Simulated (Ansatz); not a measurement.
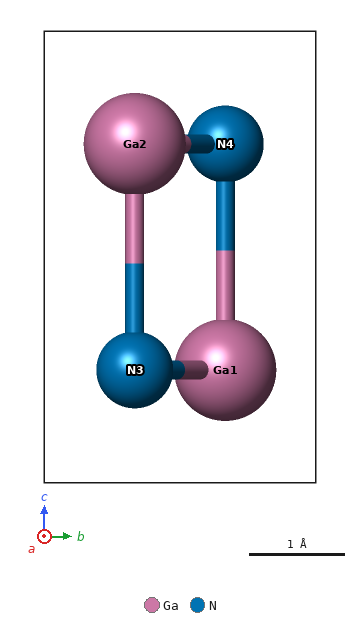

Figure 1. The input geometry (ball-and-stick view of the cell of the calculation, along the a axis; atoms are numbered from 1 in the order of the input).

# Run report: GaN, Wannier-function calculation

- system: GaN (P6₃/mmc, 4 atoms in the cell)
- method: maximally localised Wannier functions of r2SCAN bands, plane waves, PAW, no spin polarisation (Ansatz 0.2.0)

The structure was built on a prototype by a generator. The geometry comes from this level: r2SCAN. It belongs to a series of runs on one base structure; here: anion p. Figures and captions count atoms from 1; the log counts them from 0 in places.

Input:
```yaml
crystal:
  lattice:
    - [3.3000346593, 0.0, 0.0]
    - [-1.6500173297, 2.8579138483, 0.0]
    - [0.0, 0.0, 4.7558752947]
  atoms:
    - { symbol: Ga, position: [0.3333333333, 0.6666666667, 0.25] }
    - { symbol: Ga, position: [0.6666666667, 0.3333333333, 0.75] }
    - { symbol: "N", position: [0.6666666667, 0.3333333333, 0.25] }
    - { symbol: "N", position: [0.3333333333, 0.6666666667, 0.75] }
kpoints:
  mp_grid: { grid: [9, 9, 4] }
  band_path:
    path:
      - [[0.0, 0.0, 0.0], [0.5, -4.646583843822e-17, 1.172874438409e-33], [0.3333333333333, 0.3333333333333, 1.093578496388e-33], [0.0, 0.0, 0.0], [-1.326338648621e-50, -1.569806903185e-51, 0.5], [0.5, -4.646583843822e-17, 0.5], [0.3333333333333, 0.3333333333333, 0.5], [-1.326338648621e-50, -1.569806903185e-51, 0.5]]
      - [[0.5, -4.646583843822e-17, 0.5], [0.5, -4.646583843822e-17, 1.172874438409e-33]]
      - [[0.3333333333333, 0.3333333333333, 0.5], [0.3333333333333, 0.3333333333333, 1.093578496388e-33]]
    npoints: 10
hamiltonian:
  xc: r2scan
scf:
  occupations: { method: fixed }
  n_extra_bands: 6
output:
  forces: false
  stress: false
  eigenvalues: true
  wannier:
    kmesh: [6, 6, 4]
    projections: [{ species: "N", l: p, shell: 2 }]
    minimise: true
    write_hr: true
    conv_tol: 1.0e-08
    max_iter: 3000
  write_density: true
  write_potential: true
  elf: true
  volumetric_format: npy
```

File wannier.win:
```
! ansatz wannier90 interface
! projections by site (counted from 0) and shell: 2 2P, 3 2P
! states of the run's bands (counted from 1): 13-18
! their least projectability: 0.7088
num_bands = 6
num_wann  = 6
num_iter  = 2000
conv_tol = 1e-8
conv_window = 5
guiding_centres = true
write_hr = true

begin unit_cell_cart
Ang
        3.300034659286764   2.8867601134134375e-11                      0.0
       -1.650017329668382       2.8579138482970285                      0.0
                      0.0                      0.0             4.7558752947
end unit_cell_cart

begin atoms_frac
Ga        0.3333333333333333       0.6666666666666666                     0.25
Ga        0.6666666666666666       0.3333333333333333                     0.75
N         0.6666666666666666       0.3333333333333333                     0.25
N         0.3333333333333333       0.6666666666666666                     0.75
end atoms_frac

mp_grid = 6 6 4
```

Launched with:
```bash
ansatz run input.yaml --threads 4 --pin off --max-ram 3686MiB --backend cpu --events-out ev --progress --plain --runs-dir out
```

What the program printed:
```
scf.n_extra_bands = 6 over 18 filled bands (N_el = 36.0): the run solves 24 bands
Engine: ansatz 0.2.0, x86_64-unknown-linux-gnu
Pseudopotentials: kind: paw
Pseudopotential: Ga, paw, valence charge 13, recommended cutoff 500 eV (meta_gga), Ga.paw.azcp
Pseudopotential: N, paw, valence charge 5, recommended cutoff 500 eV (meta_gga), N.paw.azcp
Functional definition: r2SCAN
  parameter k0 = 0.174
  parameter k1 = 0.065
  parameter a1 = 4.9479
  exchange = r2scan_x(k0 = k0, k1 = k1, a1 = a1)
  correlation = r2scan_c
Crystal: 4 atoms, lattice volume = 44.854 Å³
Basis set: ecut = 500 eV, 1145 PW (Γ), exchange–correlation on 100×100×144 points (64 copies of the dense FFT grid, shifted against one another)
Bands: 24, of which v1, the nominal top of the filled ones, is band 18 counted from 1 (17 counted from 0)
Symmetry: 24 space group operations
Space group: P63/mmc (ITA 194), of the structure as read, at distance tolerance 3.6e-5 Å
k-points: 36 of 324
Non-local potential: Ga, projectors of the file, l = 0: 2, l = 1: 2, l = 2: 3, l = 3: 1
Non-local potential: N, projectors of the file, l = 0: 2, l = 1: 2, l = 2: 1
PAW form: soft (Blöchl's): semilocal exchange-correlation on the pseudo side does not see the compensation charge
PAW frozen core: Ga, regenerated for the run's functional (the file was generated under x = pbe(κ = 0.804, μ = 0.2195149727645171), c = pbe(β = 0.06672455060314922))
PAW frozen core: N, regenerated for the run's functional (the file was generated under x = pbe(κ = 0.804, μ = 0.2195149727645171), c = pbe(β = 0.06672455060314922))
PAW one-centre angular grid: Ga, 590 points (default); XC on 160 Gauss nodes
PAW one-centre angular grid: N, 302 points (default); XC on 160 Gauss nodes
Initial density: superposition of atomic densities (neutral atoms: chi_scale 0, normalization atom), corrected by the library's trained network
Initial wavefunctions: pseudopotential atomic-orbital guess
Functional: x = r2scan, c = r2scan; τ floored in thin density (d = 2e-4 eV/Å³)
SCF iter   1: F=—  HF=-8351.717411 eV  |F-HF|=—  |Δ(HF+E_count)|=         —  Δρ=1.43e-2  dr2=4.28e-2  dr2_τ=2.05e-1  ethr=1.77e-3  ⟨swp⟩=4.6  Hψ=3127  notcnv=0  defer=125
preconditioner: auto → Resta (q_TF=auto, 2.630 Å⁻¹)  ε∞=4.2  [insulator: Δε(μ)=1.815 eV  Ē_g=18.719 eV  n_scr=20 (ndim 8)  ℏωp=33.3 eV  f_vac=0.014  ε∞_Penn≈4.2]
SCF iter   2: F=—  HF=-8351.780302 eV  |F-HF|=—  |Δ(HF+E_count)|=   6.29e-2  Δρ=6.85e-3  dr2=1.36e-2  dr2_τ=2.34e-4  ethr=1.19e-4  ⟨swp⟩=2.1  Hψ=1877  notcnv=0  defer=143
SCF iter   3: F=—  HF=-8351.779480 eV  |F-HF|=—  |Δ(HF+E_count)|=   8.22e-4  Δρ=3.77e-3  dr2=2.63e-3  dr2_τ=1.76e-4  ethr=3.77e-5  ⟨swp⟩=2.4  Hψ=1257  notcnv=0  defer=143
SCF iter   4: F=—  HF=-8351.779404 eV  |F-HF|=—  |Δ(HF+E_count)|=   7.56e-5  Δρ=4.97e-4  dr2=8.36e-5  dr2_τ=2.75e-5  ethr=7.31e-6  ⟨swp⟩=3.0  Hψ=1518  notcnv=0  defer=143
SCF iter   5: F=—  HF=-8351.779439 eV  |F-HF|=—  |Δ(HF+E_count)|=   3.47e-5  Δρ=1.69e-4  dr2=6.90e-6  dr2_τ=6.42e-7  ethr=2.32e-7  ⟨swp⟩=2.7  Hψ=1378  notcnv=0  defer=71
SCF iter   6: F=—  HF=-8351.779445 eV  |F-HF|=—  |Δ(HF+E_count)|=   6.61e-6  Δρ=2.48e-5  dr2=3.07e-7  dr2_τ=1.31e-8  ethr=1.92e-8  ⟨swp⟩=2.7  Hψ=1445  notcnv=0  defer=107
SCF iter   7: F=-8351.779445 eV  HF=-8351.779445 eV  |F-HF|=1.93e-8  |Δ(HF+E_count)|=   4.96e-8  Δρ=8.87e-6  dr2=3.79e-8  dr2_τ=1.81e-9  ethr=2.78e-10  ⟨swp⟩=7.7  Hψ=3763  notcnv=0
SCF 1 converged in 7 iterations: F = -8351.779445 eV  dr2 = 3.79e-8
  greatest PAW one-centre occupation: 0.995 electrons in one spin orbital (limit 2), on the Ga atom at site 1 (counted from 0), in its partial waves of l = 2
NSCF: frozen V_eff on 93 k-points
NSCF: frozen V_eff on 25 k-points
the Wannier pass solved 25 of the 144 points of its mesh, and has the states at the others by symmetry: states obtained by the crystal's operations at points that were solved too leave a residual of 2.17e-13 eV (read by the count's bands and the next), within 5.56e-6 eV
SCF converged after 7 iterations
Free energy (F): -8351.779445 eV
Harris-Foulkes:  -8351.779445 eV  (|F-HF|=1.93e-8)
Internal energy: -8351.779445 eV  (E = F + TS)
E sigma→0 (E₀):  -8351.779445 eV
Fermi energy:    10.324046 eV
--- Per-component energies (eV) ---
  E_band       = -23.699811
  E_kinetic    = 494.421970
  E_local      = -3867.475214  (includes V_loc(G=0)·N_el)
  E_nonlocal   = 954.240704
  E_hartree    = 1786.876150
  E_xc         = -243.089013
  E_vxc        = -286.483834  (∫ρ·V_xc dr)
  E_paw        = -4276.318458  (= ΣΔE_a)
  E_vpaw       = -907.687734  (= ΣTr[D̂ρ^β])
  E_aug_tail   = -0.000047  (compensation charges beyond the density's cutoff)
  E_vtau       = 15.531151  (kinetic-family band-sum trace: ∫τ·v_τ [+ j·A + Jᵃ·Aᵃ] dr)
  E_ewald      = -3199.070269
  E_core_change = -1.365269  (= ΣΔE_core)
  E_smearing   = -0.000000  (= −TS)
  E_closure    = 0.000000  (closes the sum)
  Σ components = -8351.779445   (vs F -8351.779445, Δ=0.00e0)
--- Band table (eV; the first three rows and the last of 36) ---
  k-point 0: bands = ["-7.2023", "-6.1984", "-4.3394", "-4.3394", "-4.3324", "-4.3324", "-4.1433", "-4.1433", "-4.0908", "-3.9927", "-3.9927", "-2.1620", "3.5999", "8.1856", "8.1856", "9.3852", "9.3852", "10.3240", "12.1908", "12.8996", "19.2684", "19.2684", "20.7509", "21.4108"]
  k-point 1: bands = ["-6.9880", "-6.2567", "-4.3550", "-4.3550", "-4.3454", "-4.3454", "-4.1054", "-4.1054", "-4.0427", "-4.0036", "-4.0036", "-2.8349", "4.7053", "8.3645", "8.3645", "8.8878", "9.2168", "9.2168", "13.3966", "13.5645", "19.2750", "19.2750", "19.9284", "20.6966"]
  k-point 2: bands = ["-6.5366", "-6.5366", "-4.3627", "-4.3627", "-4.3627", "-4.3627", "-4.0429", "-4.0429", "-4.0429", "-4.0429", "-3.7126", "-3.7126", "6.8068", "6.8068", "8.7954", "8.7954", "8.7954", "8.7954", "14.3816", "14.3816", "18.9276", "18.9276", "19.6911", "19.6911"]
  k-point 35: bands = ["-5.8195", "-5.8195", "-4.3246", "-4.3246", "-4.1266", "-4.1266", "-4.1133", "-4.1133", "-4.0739", "-4.0739", "-2.4471", "-2.4471", "3.1162", "3.1162", "5.0220", "5.0220", "9.7213", "9.7213", "16.5000", "16.5000", "18.4556", "18.4556", "19.1896", "19.1896"]
Wannier search: line search 1 of at most 3000: gauge-dependent spread (as the search counts it) 0.1601595 Å², largest recent change 1.0e-2 Å² and fall left 2.3e-6 Å² against conv_tol 1.0e-8 Å², 0 stops escaped
```

File v_z.tsv:
```
# z_ang	v_es[eV]	v_tot[eV]
# format = ansatz-planar-average/11
# xc	r2scan
# density_cutoff_ev	2000
# datasets	Ga=:simpson_from_first_knot:soft:shift=0	N=:simpson_from_first_knot:soft:shift=0
# lattice	3.300034659	0.000000000	0.000000000
# lattice	-1.650017330	2.857913848	0.000000000
# lattice	0.000000000	0.000000000	4.755875295
# sites	4
# site	31	-0.000000000	1.905275899	1.188968824
# site	31	1.650017330	0.952637949	3.566906471
# site	7	1.650017330	0.952637949	1.188968824
# site	7	-0.000000000	1.905275899	3.566906471
0.000000	1.185932e1	3.870586e0
0.132108	1.163245e1	3.386295e0
0.264215	1.083686e1	1.950488e0
0.396323	9.423612e0	-3.848755e-1
0.528431	7.374567e0	-3.644125e0
0.660538	4.787237e0	-7.434698e0
0.792646	2.066762e0	-1.128392e1
0.924754	-3.326294e-1	-1.446292e1
1.056861	-1.971861e0	-1.643271e1
1.188969	-2.551473e0	-1.715964e1
1.321076	-1.971861e0	-1.643271e1
1.453184	-3.326294e-1	-1.446292e1
1.585292	2.066762e0	-1.128392e1
1.717399	4.787237e0	-7.434698e0
1.849507	7.374567e0	-3.644125e0
1.981615	9.423612e0	-3.848755e-1
2.113722	1.083686e1	1.950488e0
2.245830	1.163245e1	3.386295e0
2.377938	1.185932e1	3.870586e0
2.510045	1.163245e1	3.386295e0
2.642153	1.083686e1	1.950488e0
2.774261	9.423612e0	-3.848755e-1
2.906368	7.374567e0	-3.644125e0
3.038476	4.787237e0	-7.434698e0
3.170584	2.066762e0	-1.128392e1
3.302691	-3.326294e-1	-1.446292e1
3.434799	-1.971861e0	-1.643271e1
3.566906	-2.551473e0	-1.715964e1
3.699014	-1.971861e0	-1.643271e1
3.831122	-3.326294e-1	-1.446292e1
3.963229	2.066762e0	-1.128392e1
4.095337	4.787237e0	-7.434698e0
4.227445	7.374567e0	-3.644125e0
4.359552	9.423612e0	-3.848755e-1
4.491660	1.083686e1	1.950488e0
4.623768	1.163245e1	3.386295e0
```

File wannier.spreads.toml:
```
omega_i_ang2 = 9.447686718737067
omega_d_ang2 = 0.00649125337935999
omega_od_ang2 = 0.15365969659601483
omega_total_ang2 = 9.607837668712442
least_projectability = 0.7088130980389508
b_vectors_match_mmn = true
n_iter = 26
converged = true
rejected_fitted_steps = 3

[[wannier]]
r = [1.733788145221857, 0.8708619177518764, 1.1889688236730758]
spread = 1.5929901266148265

[[wannier]]
r = [0.08377067245536758, 1.987052083684109, 3.566906471031805]
spread = 1.5929901271807552

[[wannier]]
r = [-0.0863429888833604, 1.8234016845844578, 3.5669064710077407]
spread = 1.5932247554475651

[[wannier]]
r = [1.5636741980054758, 1.0345120196411324, 1.1889688236811031]
spread = 1.5932247560139032

[[wannier]]
r = [0.000015286568945693044, 1.9052761211290234, 3.5669064710236653]
spread = 1.6177039517218539

[[wannier]]
r = [1.650032616228233, 0.9526377271514086, 1.188968823685878]
spread = 1.6177039517339438

[[curvature_check]]
after_line_search = 7
omega_tilde_before_ang2 = 0.16015222855508454
krylov_steps = 21
lowest_ritz_value_ang2 = -8.027707843035518e-6
residual_ang2 = 2.0049736152567802e-15
settled = true
first_negative_step = 6
curvature_along_ang2 = -8.027707843035518e-6
angle_rad = 0.05954689171091816
omega_tilde_after_ang2 = 0.16015219204890943
outcome = "escaped"

[[curvature_check]]
after_line_search = 26
omega_tilde_before_ang2 = 0.16015094997537482
krylov_steps = 21
lowest_ritz_value_ang2 = 3.161473381701876e-7
residual_ang2 = 1.968040632766344e-15
settled = true
outcome = "no-negative-curvature"
```

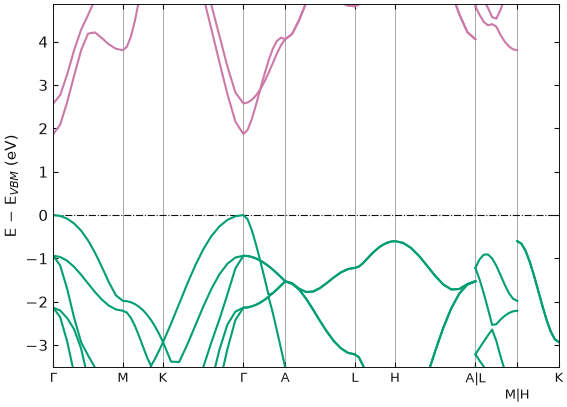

Figure 2. Band structure along Γ–M–K–Γ–A–L–H–A|L–M|H–K, with energies from the valence-band top. There is a gap of 1.87 eV on this path, direct, at Γ.

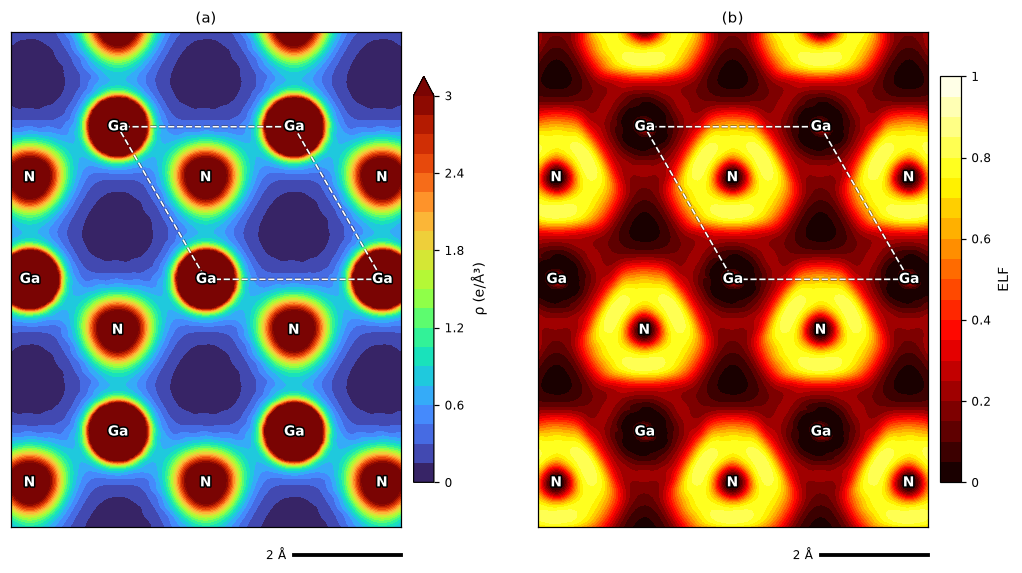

Figure 3. (a) valence electron density; (b) electron localisation function on the (001) plane of the conventional cell. Atoms in the plane: Ga and N. Ga–N (1.91 Å): ρ is about 0.8 e/Å³ halfway; the ELF is about 0.50 at the midpoint. Away from the nuclei the density in this plane falls to 0.05 e/Å³ at its lowest. Core electrons are frozen (PAW), so the fields are smoothed inside the atomic spheres.

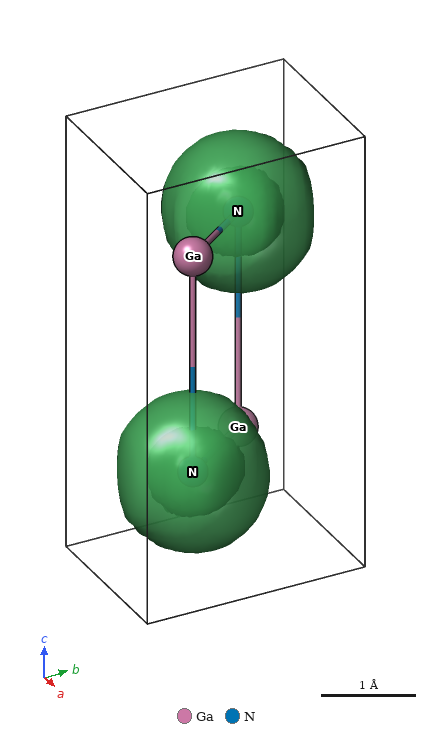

Figure 4. Isosurface of the electron localisation function at 0.75 (green), seen slightly off an axis. Only the valence region is drawn (cores and ρ < 0.01 e/Å³ removed). Sticks mark near contacts. The outline is the cell set on symmetry axes. Profiles from the grid: Ga–N (1.91 Å): the ELF is about 0.50 at the midpoint.

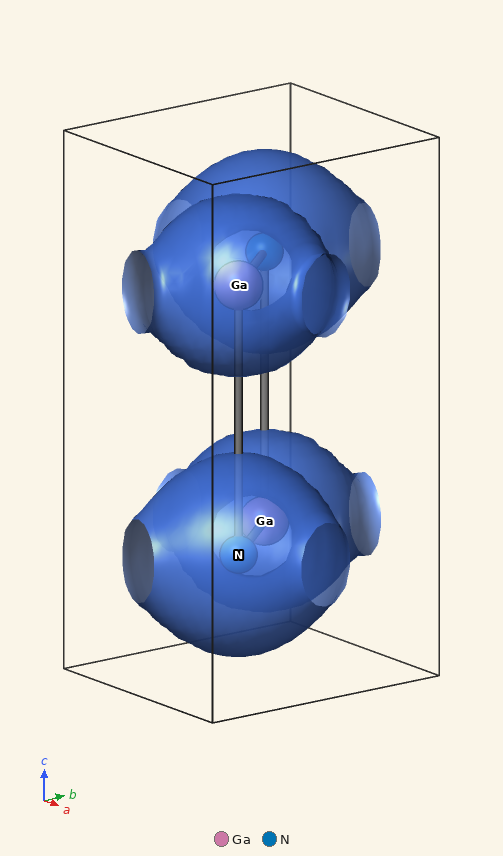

Figure 5. Isosurface of the valence charge density (pseudo) at 0.6 e/Å³ (blue), seen slightly off an axis. Sticks mark near contacts. The outline is the cell set on symmetry axes. At this value the density is joined into sheets; it holds about 80 % of the electrons treated as valence (semicore included). On the grid the lowest density along these lines, outside the cores, is 0.78 e/Å³ (Ga–N, 1.91 Å).

Results in brief:

```csv
quantity,value
outcome,converged
space group (tolerance 0.01 Å),P6₃/mmc (194)
electrons treated,36
free energy,−8351.7794 eV
total spread of the Wannier functions,9.608 Å²
Fermi energy,10.324 eV
gap on the k-point mesh,1.87 eV
hardware,"4 threads of Intel Xeon @ 2.50GHz (Skylake/Cascade Lake), 189 GiB of memory available, shared host"
wall time,6.6 s (CPU time 22 s)
peak memory,0.46 GiB
```
